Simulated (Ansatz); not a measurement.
**SiO₂: geometry relaxation (part 2 of 2)**

The same run, continued: SiO₂ (I4/mmm, 12 atoms in the cell); DFT LDA, scalar-relativistic, plane waves, PAW, no spin polarisation (Ansatz 0.2.0); cutoff 420 eV, 6×6×6 k-mesh, Gaussian smearing of 0.02 eV. The structure derives from a Materials Project entry.

Geometry of the input (Å; fractional positions):
```
-4.4720  4.4720  2.6118
4.4720  -4.4720  2.6118
4.4720  4.4720  -2.6118
Si 0.1769  0.1769  0.3538
Si 0.8231  0.1769  0.0000
Si 0.1769  0.8231  -0.0000
Si 0.8231  0.8231  0.6462
O  0.5000  0.5000  0.5000
O  0.0000  0.5000  -0.0000
O  0.5000  0.0000  0.0000
O  -0.0000  -0.0000  0.5000
O  0.0000  0.2085  0.2085
O  0.7915  -0.0000  0.7915
O  0.2085  0.0000  0.2085
O  -0.0000  0.7915  0.7915
```

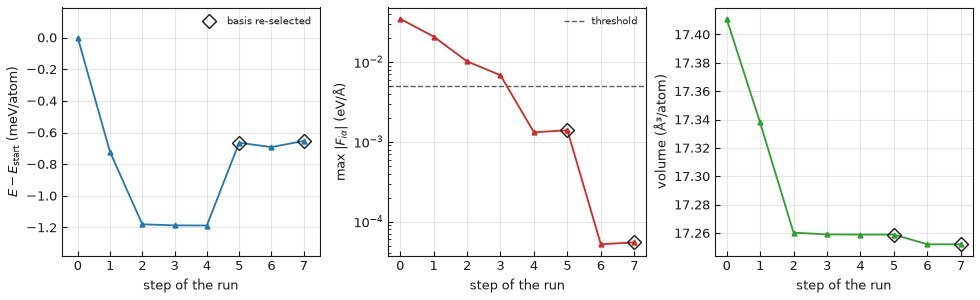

Figure 1. Progress of the relaxation, step by step (the first geometry is step 0 here and step 1 in the log). The atoms keep their places relative to the cell (all moves are under 0.005 Å). Cell: a = b 8.944 → 8.911 Å (−0.4 %), c 5.224 → 5.215 Å (−0.2 %). Volume −0.9 %. Distances before and after: Si1–O11 1.607 → 1.602 Å, Si1–O5 1.600 → 1.596 Å. The space group stays I4/mmm (No. 139). The energy falls by 0.7 meV per atom in 5 geometry steps. Largest force component: 0.035 eV/Å at the start, under 0.0001 eV/Å at the end. The pressure goes from −1.28 to 0.00 GPa. The basis was re-selected once at an unchanged geometry, which shifts the energy a little without any move. The energy change given includes the shifts at the re-selections in mid-walk, which come without any move. A last SCF at the same geometry on a re-selected plane-wave basis shifts the energy by +0.0 meV per atom. (Atoms are counted from 1 in the order of the input.)

```
basis re-selected at this cell: Δ(F+E_penalty+E_count) = +4.632e-4 eV, ΔP = -0.001 GPa vs the last step (what re-selecting the basis moved, of the pressure what is left beyond the Pulay correction that the steps carried, after the strain that the cell walked since its last selection, with what the two solves' SCF thresholds leave and, on support functions, any second-order correction that the steps lacked; it is no measure of the basis error at this ecutwfc). This SCF's stress stands 2.93e-3 GPa from its target on what of the cell is left free (relax.cell.stress_tol is 5.00e-2 GPa) and its largest allowed force component is 5.52e-5 eV/Å (relax.f_tol is 5.00e-3 eV/Å): within both
SCF converged after 5 iterations
Free energy (F): -6890.572692 eV
Harris-Foulkes:  -6890.572692 eV  (|F-HF|=8.19e-12)
Internal energy: -6890.572692 eV  (E = F + TS)
E sigma→0 (E₀):  -6890.572692 eV
Fermi energy:    2.395005 eV
--- Per-component energies (eV) ---
  E_band       = -467.593388
  E_kinetic    = 1605.062857
  E_local      = -5488.808460  (includes V_loc(G=0)·N_el)
  E_nonlocal   = 502.605390
  E_hartree    = 2086.044900
  E_xc         = -802.261795
  E_vxc        = -938.768500  (∫ρ·V_xc dr)
  E_paw        = -3133.794912  (= ΣΔE_a)
  E_vpaw       = -319.796098  (= ΣTr[D̂ρ^β])
  E_aug_tail   = 0.021418  (compensation charges beyond the density's cutoff)
  E_ewald      = -1660.554783
  E_core_change = 1.112695  (= ΣΔE_core)
  E_smearing   = -0.000000  (= −TS)
  E_closure    = -0.000000  (closes the sum)
  Σ components = -6890.572692   (vs F -6890.572692, Δ=0.00e0)
--- Forces (eV/Å), atoms counted from 1 ---
  atom   1  Si    -0.00005517    -0.00005517    -0.00000000
  atom   2  Si    -0.00005517     0.00005517    -0.00000000
  atom   3  Si     0.00005517    -0.00005517     0.00000000
  atom   4  Si     0.00005517     0.00005517    -0.00000000
  atom   5  O      0.00000000     0.00000000    -0.00000000
  atom   6  O      0.00000000    -0.00000000     0.00000000
  atom   7  O      0.00000000    -0.00000000    -0.00000000
  atom   8  O      0.00000000    -0.00000000     0.00000000
  atom   9  O     -0.00000860     0.00000000     0.00000000
  atom  10  O      0.00000000     0.00000860     0.00000000
  atom  11  O     -0.00000000    -0.00000860    -0.00000000
  atom  12  O      0.00000860    -0.00000000     0.00000000
  max |Σ_I F_I| component: 1.78e-18 eV/Å
--- Stress (GPa, compression-positive) ---
       -0.002932       0.000000       0.000000
        0.000000      -0.002932       0.000000
        0.000000       0.000000      -0.000786
  P = ⅓ Tr σ = -0.0022 GPa (-0.022 kbar)
--- Band table (eV; the first three rows and the last of 30) ---
  k-point 0: bands = ["-19.5613", "-18.6582", "-18.1006", "-18.1006", "-17.4588", "-17.4253", "-17.4253", "-17.4167", "-9.3222", "-9.3222", "-7.7383", "-6.3466", "-6.1543", "-6.1543", "-5.8067", "-5.7752", "-3.6836", "-3.1106", "-3.1106", "-2.9617", "-2.4386", "-2.3801", "-2.3801", "-2.2905", "-2.2905", "-1.7160", "-1.6747", "-1.6747", "-1.1339", "-0.9692", "-0.2948", "-0.2817", "5.0686", "7.9629", "8.1826", "8.6247", "8.7563", "9.1344", "9.1344", "9.8604", "9.8624", "9.8624", "10.7155", "10.8310"]
  k-point 1: bands = ["-19.5252", "-18.7709", "-18.0983", "-18.0239", "-17.4514", "-17.4254", "-17.4253", "-17.4199", "-9.4227", "-9.3126", "-7.5836", "-6.3131", "-6.1947", "-6.1419", "-5.8456", "-5.8097", "-3.6750", "-3.0709", "-3.0698", "-2.9468", "-2.5003", "-2.4603", "-2.4248", "-2.3905", "-2.2367", "-1.7889", "-1.6983", "-1.5654", "-0.9804", "-0.9175", "-0.3562", "-0.3305", "5.2342", "7.8053", "8.1542", "8.6780", "8.6783", "9.1635", "9.2347", "9.6522", "9.7625", "9.9034", "10.6346", "10.7843"]
  k-point 2: bands = ["-19.4238", "-18.9820", "-18.0936", "-17.9165", "-17.4341", "-17.4263", "-17.4255", "-17.4253", "-9.5904", "-9.2931", "-7.2801", "-6.3020", "-6.2199", "-6.1059", "-5.9491", "-5.8898", "-3.6464", "-2.9754", "-2.9592", "-2.9072", "-2.6447", "-2.5759", "-2.5545", "-2.5426", "-2.1770", "-1.9156", "-1.7468", "-1.2699", "-0.7857", "-0.7610", "-0.5562", "-0.4292", "5.6889", "7.1886", "8.2293", "8.5537", "8.9491", "9.2870", "9.3392", "9.4099", "9.6077", "9.9875", "10.1517", "10.5212"]
  k-point 29: bands = ["-19.1222", "-19.1222", "-18.7043", "-17.4430", "-17.4383", "-17.4156", "-17.4156", "-17.4126", "-10.4009", "-8.2278", "-6.8893", "-6.8893", "-6.2974", "-6.0782", "-6.0782", "-5.7583", "-3.6825", "-3.3433", "-3.0255", "-2.8651", "-2.6966", "-2.6966", "-2.5905", "-2.1187", "-2.1187", "-1.8714", "-1.7565", "-1.3182", "-1.3182", "-0.4581", "-0.2786", "-0.2786", "7.1763", "7.3122", "7.3122", "7.6928", "8.2543", "8.2543", "8.8134", "9.4334", "9.4334", "9.9478", "10.2556", "11.0578"]
--- Relaxed structure (6 steps of the walk, 6 accepted, 2 SCFs on fresh bases) ---
  F+E_penalty+E_count = -6890.57269187 eV   max|allowed force component| = 5.517e-5 eV/Å   (the final SCF, on the basis selected at the relaxed cell)
  cell:  # Å, volume = 207.0242 Å³
    - [-4.4553296906301085, 4.4553296906301085, 2.6073622166738155]
    - [4.4553296906301085, -4.4553296906301085, 2.6073622166738155]
    - [4.4553296906301085, 4.4553296906301085, -2.6073622166738155]
  atoms:
    - { symbol: Si, position: [0.17693719186832416, 0.17693719186832416, 0.3538743837366483] }
    - { symbol: Si, position: [0.823062808131676, 0.17693719186832418, 0.0] }
    - { symbol: Si, position: [0.17693719186832418, 0.823062808131676, 0.0] }
    - { symbol: Si, position: [0.823062808131676, 0.823062808131676, 0.6461256162633517] }
    - { symbol: O, position: [0.5, 0.5, 0.5] }
    - { symbol: O, position: [0.0, 0.5, 0.0] }
    - { symbol: O, position: [0.5, 0.0, 0.0] }
    - { symbol: O, position: [0.0, 0.0, 0.5] }
    - { symbol: O, position: [1.010167289813134e-21, 0.2089418892536779, 0.2089418892536779] }
    - { symbol: O, position: [0.7910581107463219, -1.5152509347197271e-21, 0.7910581107463219] }
    - { symbol: O, position: [0.2089418892536779, -1.5152509347197222e-21, 0.2089418892536779] }
    - { symbol: O, position: [1.0101672898131317e-21, 0.7910581107463219, 0.7910581107463219] }
```

### Trajectory as extended XYZ (Å, eV, eV/Å), 8 frames, from step=1 to step=8
```
12
Lattice="-4.4720 4.4720 2.6118 4.4720 -4.4720 2.6118 4.4720 4.4720 -2.6118" Properties=species:S:1:pos:R:3:forces:R:3 step=1 energy=-6890.56485 pressure_GPa=-1.28
Si    1.5821    1.5821    0.0000   -0.0348  -0.0348   0.0000
Si   -2.8899    2.8899    2.6118   -0.0348   0.0348   0.0000
Si    2.8899   -2.8899    2.6118    0.0348  -0.0348   0.0000
Si    2.8899    2.8899    2.6118    0.0348   0.0348   0.0000
O     2.2360    2.2360    1.3059    0.0000   0.0000   0.0000
O     2.2360   -2.2360    1.3059    0.0000   0.0000   0.0000
O    -2.2360    2.2360    1.3059    0.0000   0.0000   0.0000
O     2.2360    2.2360   -1.3059    0.0000   0.0000   0.0000
O     1.8653    0.0000    0.0000   -0.0311   0.0000   0.0000
O     0.0000    7.0788    0.0000    0.0000   0.0311   0.0000
O     0.0000    1.8653    0.0000    0.0000  -0.0311   0.0000
O     7.0788    0.0000    0.0000    0.0311   0.0000   0.0000
12
Lattice="-4.4650 4.4650 2.6090 4.4650 -4.4650 2.6090 4.4650 4.4650 -2.6090" Properties=species:S:1:pos:R:3:forces:R:3 step=2 energy=-6890.57352 pressure_GPa=-0.66
Si    1.5796    1.5796    0.0000   -0.0209  -0.0209   0.0000
Si   -2.8853    2.8853    2.6090   -0.0209   0.0209   0.0000
Si    2.8853   -2.8853    2.6090    0.0209  -0.0209   0.0000
Si    2.8853    2.8853    2.6090    0.0209   0.0209   0.0000
O     2.2325    2.2325    1.3045    0.0000   0.0000   0.0000
O     2.2325   -2.2325    1.3045    0.0000   0.0000   0.0000
O    -2.2325    2.2325    1.3045    0.0000   0.0000   0.0000
O     2.2325    2.2325   -1.3045    0.0000   0.0000   0.0000
O     1.8631    0.0000    0.0000   -0.0109   0.0000   0.0000
O     0.0000    7.0668    0.0000    0.0000   0.0109   0.0000
O     0.0000    1.8631    0.0000    0.0000  -0.0109   0.0000
O     7.0668    0.0000    0.0000    0.0109   0.0000   0.0000
12
Lattice="-4.4570 4.4570 2.6066 4.4570 -4.4570 2.6066 4.4570 4.4570 -2.6066" Properties=species:S:1:pos:R:3:forces:R:3 step=3 energy=-6890.57901 pressure_GPa=0.01
Si    1.5769    1.5769    0.0000   -0.0016  -0.0016   0.0000
Si   -2.8801    2.8801    2.6066   -0.0016   0.0016   0.0000
Si    2.8801   -2.8801    2.6066    0.0016  -0.0016   0.0000
Si    2.8801    2.8801    2.6066    0.0016   0.0016   0.0000
O     2.2285    2.2285    1.3033    0.0000   0.0000   0.0000
O     2.2285   -2.2285    1.3033    0.0000   0.0000   0.0000
O    -2.2285    2.2285    1.3033    0.0000   0.0000   0.0000
O     2.2285    2.2285   -1.3033    0.0000   0.0000   0.0000
O     1.8609    0.0000    0.0000    0.0102   0.0000   0.0000
O     0.0000    7.0532    0.0000    0.0000  -0.0102   0.0000
O     0.0000    1.8609    0.0000    0.0000   0.0102   0.0000
O     7.0532    0.0000    0.0000   -0.0102   0.0000   0.0000
12
Lattice="-4.4565 4.4565 2.6071 4.4565 -4.4565 2.6071 4.4565 4.4565 -2.6071" Properties=species:S:1:pos:R:3:forces:R:3 step=4 energy=-6890.57909 pressure_GPa=-0.00
Si    1.5768    1.5768    0.0000    0.0068   0.0068   0.0000
Si   -2.8797    2.8797    2.6071    0.0068  -0.0068   0.0000
Si    2.8797   -2.8797    2.6071   -0.0068   0.0068   0.0000
Si    2.8797    2.8797    2.6071   -0.0068  -0.0068   0.0000
O     2.2282    2.2282    1.3035    0.0000   0.0000   0.0000
O     2.2282   -2.2282    1.3035    0.0000   0.0000   0.0000
O    -2.2282    2.2282    1.3035    0.0000   0.0000   0.0000
O     2.2282    2.2282   -1.3035    0.0000   0.0000   0.0000
O     1.8620    0.0000    0.0000   -0.0028   0.0000   0.0000
O     0.0000    7.0509    0.0000    0.0000   0.0028   0.0000
O     0.0000    1.8620    0.0000    0.0000  -0.0028   0.0000
O     7.0509    0.0000    0.0000    0.0028   0.0000   0.0000
12
Lattice="-4.4562 4.4562 2.6074 4.4562 -4.4562 2.6074 4.4562 4.4562 -2.6074" Properties=species:S:1:pos:R:3:forces:R:3 step=5 energy=-6890.57910 pressure_GPa=0.00
Si    1.5769    1.5769    0.0000   -0.0013  -0.0013   0.0000
Si   -2.8793    2.8793    2.6074   -0.0013   0.0013   0.0000
Si    2.8793   -2.8793    2.6074    0.0013  -0.0013   0.0000
Si    2.8793    2.8793    2.6074    0.0013   0.0013   0.0000
O     2.2281    2.2281    1.3037    0.0000   0.0000   0.0000
O     2.2281   -2.2281    1.3037    0.0000   0.0000   0.0000
O    -2.2281    2.2281    1.3037    0.0000   0.0000   0.0000
O     2.2281    2.2281   -1.3037    0.0000   0.0000   0.0000
O     1.8618    0.0000    0.0000    0.0001   0.0000   0.0000
O     0.0000    7.0506    0.0000    0.0000  -0.0001   0.0000
O     0.0000    1.8618    0.0000    0.0000   0.0001   0.0000
O     7.0506    0.0000    0.0000   -0.0001   0.0000   0.0000
12
Lattice="-4.4562 4.4562 2.6074 4.4562 -4.4562 2.6074 4.4562 4.4562 -2.6074" Properties=species:S:1:pos:R:3:forces:R:3 step=6 energy=-6890.57283 pressure_GPa=-0.05
Si    1.5769    1.5769    0.0000   -0.0014  -0.0014   0.0000
Si   -2.8793    2.8793    2.6074   -0.0014   0.0014   0.0000
Si    2.8793   -2.8793    2.6074    0.0014  -0.0014   0.0000
Si    2.8793    2.8793    2.6074    0.0014   0.0014   0.0000
O     2.2281    2.2281    1.3037    0.0000   0.0000   0.0000
O     2.2281   -2.2281    1.3037    0.0000   0.0000   0.0000
O    -2.2281    2.2281    1.3037    0.0000   0.0000   0.0000
O     2.2281    2.2281   -1.3037    0.0000   0.0000   0.0000
O     1.8618    0.0000    0.0000    0.0001   0.0000   0.0000
O     0.0000    7.0506    0.0000    0.0000  -0.0001   0.0000
O     0.0000    1.8618    0.0000    0.0000   0.0001   0.0000
O     7.0506    0.0000    0.0000   -0.0001   0.0000   0.0000
12
Lattice="-4.4553 4.4553 2.6074 4.4553 -4.4553 2.6074 4.4553 4.4553 -2.6074" Properties=species:S:1:pos:R:3:forces:R:3 step=7 energy=-6890.57316 pressure_GPa=-0.00
Si    1.5766    1.5766    0.0000   -0.0001  -0.0001   0.0000
Si   -2.8787    2.8787    2.6074   -0.0001   0.0001   0.0000
Si    2.8787   -2.8787    2.6074    0.0001  -0.0001   0.0000
Si    2.8787    2.8787    2.6074    0.0001   0.0001   0.0000
O     2.2277    2.2277    1.3037    0.0000   0.0000   0.0000
O     2.2277   -2.2277    1.3037    0.0000   0.0000   0.0000
O    -2.2277    2.2277    1.3037    0.0000   0.0000   0.0000
O     2.2277    2.2277   -1.3037    0.0000   0.0000   0.0000
O     1.8618    0.0000    0.0000    0.0000   0.0000   0.0000
O     0.0000    7.0488    0.0000    0.0000   0.0000   0.0000
O     0.0000    1.8618    0.0000    0.0000   0.0000   0.0000
O     7.0488    0.0000    0.0000    0.0000   0.0000   0.0000
12
Lattice="-4.4553 4.4553 2.6074 4.4553 -4.4553 2.6074 4.4553 4.4553 -2.6074" Properties=species:S:1:pos:R:3:forces:R:3 step=8 energy=-6890.57269 pressure_GPa=-0.00
Si    1.5766    1.5766    0.0000   -0.0001  -0.0001   0.0000
Si   -2.8787    2.8787    2.6074   -0.0001   0.0001   0.0000
Si    2.8787   -2.8787    2.6074    0.0001  -0.0001   0.0000
Si    2.8787    2.8787    2.6074    0.0001   0.0001   0.0000
O     2.2277    2.2277    1.3037    0.0000   0.0000   0.0000
O     2.2277   -2.2277    1.3037    0.0000   0.0000   0.0000
O    -2.2277    2.2277    1.3037    0.0000   0.0000   0.0000
O     2.2277    2.2277   -1.3037    0.0000   0.0000   0.0000
O     1.8618    0.0000    0.0000    0.0000   0.0000   0.0000
O     0.0000    7.0488    0.0000    0.0000   0.0000   0.0000
O     0.0000    1.8618    0.0000    0.0000   0.0000   0.0000
O     7.0488    0.0000    0.0000    0.0000   0.0000   0.0000
```

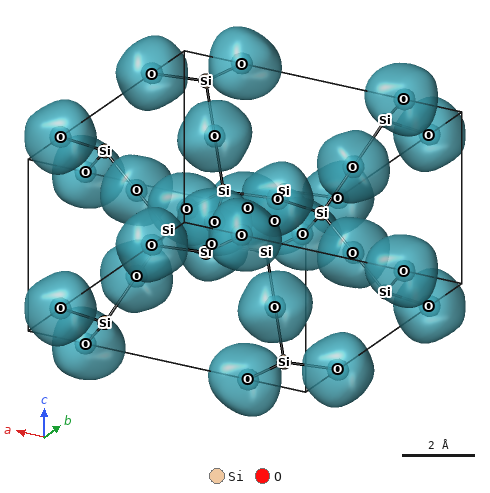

Figure 2. Isosurface of the ELF at 0.6 (cyan), seen at an oblique angle. Only the valence region is drawn (cores and ρ < 0.01 e/Å³ removed). Sticks mark near contacts. The outline is the cell set on symmetry axes. Values along the shortest contacts: Core electrons are frozen (PAW), so the fields are smoothed inside the atomic spheres.

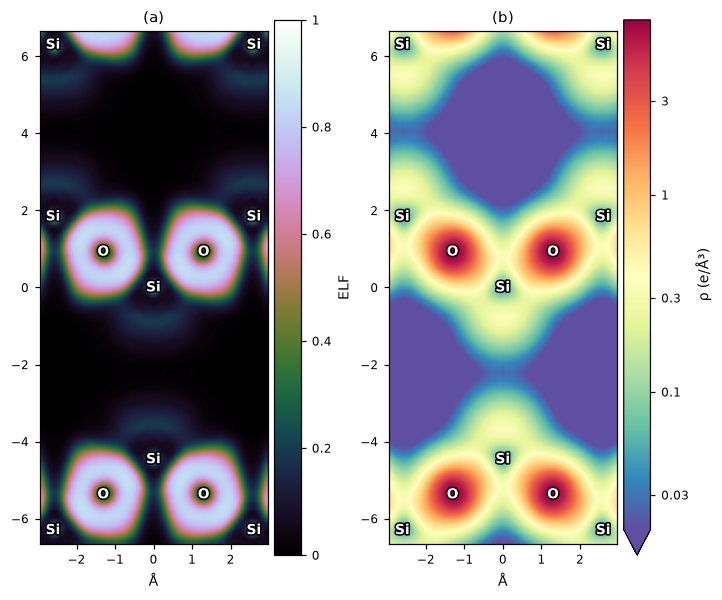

Figure 3. (a) electron localisation function; (b) valence charge density (pseudo) on the (110) plane of the conventional cell. The section cuts through Si and O sites. The density dies away to nearly zero in the voids.

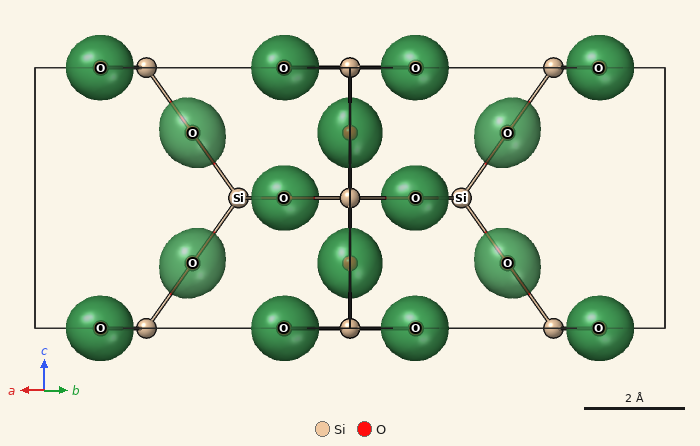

Figure 4. Isosurface of the valence charge density (pseudo) at 1.5 e/Å³ (green), seen along [110]. Sticks mark near contacts. The outline is the cell set on symmetry axes. At this value the density breaks into separate islands; it holds about 50 % of the electrons treated as valence. It is pinched off along the Si–O (1.60 Å) contacts. On the grid the lowest density along these lines, outside the cores, is 1.1 e/Å³ (Si–O, 1.60 Å).
